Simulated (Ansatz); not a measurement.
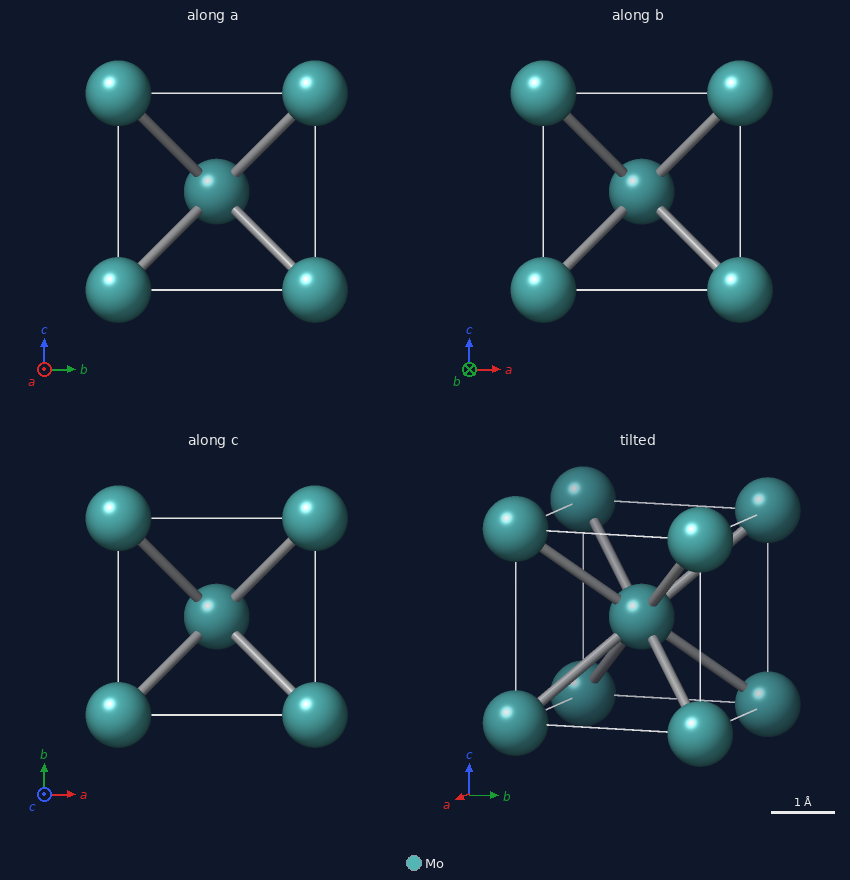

Structure drawing (ball-and-stick), viewed along the a axis, along the b axis, along the c axis and slightly off an axis. One conventional unit cell is framed, with atoms on its boundary repeated.

Lattice parameters: a = 3.151 Å, b = 3.151 Å, c = 3.151 Å, α = 90.00°, β = 90.00°, γ = 90.00°. Put a along x and b in the xy plane.

### Write down what is shown as a POSCAR file.

```
Mo
1.0
     3.151    0.000    0.000
     0.000    3.151    0.000
     0.000    0.000    3.151
Mo
2
Direct
  0.0000 0.0000 0.0000
  0.5000 0.5000 0.5000
```

The structure comes from a structure type filled with this element by a generator (whether the element takes this form wasn't checked). The geometry was optimised with DFT r2SCAN, scalar-relativistic, plane waves, PAW in Ansatz 0.2.0.
